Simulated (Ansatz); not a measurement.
BN (6 atoms in the cell), run with Ansatz.

```
crystal:
  lattice:
    - [-1.2530569071, -2.1703582278, 0.0]
    - [1.2530569071, -2.1703582278, 0.0]
    - [0.2088428178, -1.0851791139, 9.8846513545]
  atoms:
    - { symbol: B, position: [0.916642076, 0.833284152, 0.5001475441] }
    - { symbol: B, position: [0.1944198538, 0.0555063742, 0.8334808775] }
    - { symbol: B, position: [0.6388642982, 0.6110619297, 0.1668142108] }
    - { symbol: "N", position: [0.8611357574, 0.7222715147, 0.8331854559] }
    - { symbol: "N", position: [0.3055802018, 0.2778270703, 0.1665187892] }
    - { symbol: "N", position: [0.5833579796, 0.5000492925, 0.4998521225] }
basis:
  ecutwfc: 420
kpoints:
  mp_grid: { grid: [10, 10, 3] }
hamiltonian:
  xc: pbe
  dispersion: d3bj
scf:
  occupations: { method: gaussian, width: 0.05 }
  max_iter: 50
output:
  forces: true
  eigenvalues: true
  stress: true
magnetization:
  spin_polarized: true
  initial_magnetization: 7
```

Launched with:
```bash
ansatz run input.yaml --threads 2 --pin off --max-ram 5120MiB --backend cpu --events-out ev --progress --plain --runs-dir out
```

### How does the iteration go?

Converged, in 17 iterations. The residual falls unevenly and jumps up by a factor of two or more 3 times on the way down. The program keeps the magnetisation out of the quasi-Newton mixer until iteration 8 and then restarts the mixer with it. The net moment goes from 7.0 to 0.0 μB per cell. ∫|m| ends at 0.0 μB, so the magnetism dies out. The input holds an odd setting (an impossible spin), but it does no harm here: the energy lies within 1 meV per atom of a run with usual settings.

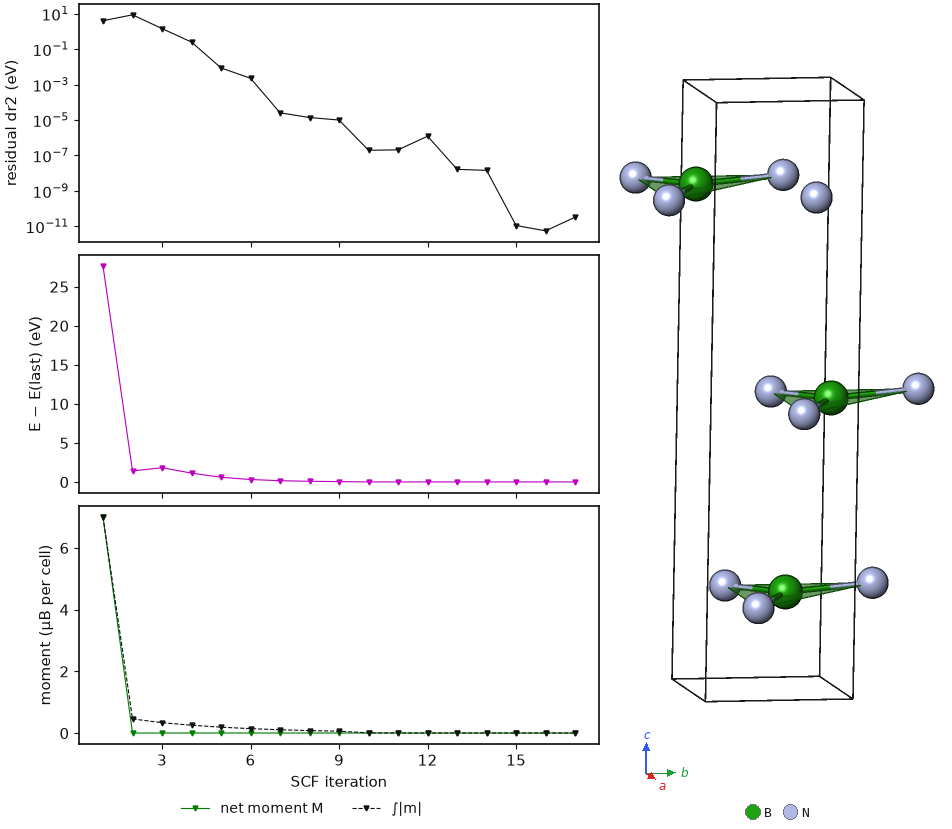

Beside the plot: the structure.

SCF iterations of a calculation: density residual dr2, Harris–Foulkes energy less its last value, magnetic moments. dr2 is the charge part; the magnetisation has a residual of its own.
